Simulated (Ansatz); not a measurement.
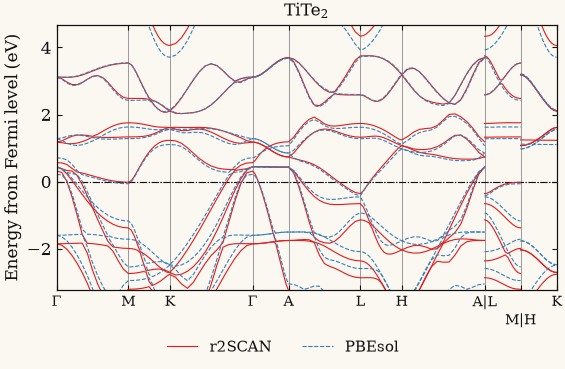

Band structures of TiTe2, space group P-3m1 (No. 164), 3 atoms in the cell, by two methods on the same cell. Each is counted from its own Fermi level.

What changes from one method to the other?

Both give a metal. The 5 bands that come within 1 eV of the Fermi level differ by 0.14 eV on average and by 0.28 eV at most (between K and Γ).

Settings. r2SCAN: DFT r2SCAN, scalar-relativistic, plane waves, PAW, no spin polarisation, 15×15×8 k mesh, 500 eV cutoff, Gaussian smearing of 0.1 eV (Ansatz). PBEsol: DFT PBEsol, scalar-relativistic, plane waves, PAW, no spin polarisation, 15×15×8 k mesh, 420 eV cutoff, Gaussian smearing of 0.1 eV (Ansatz 0.2.0).
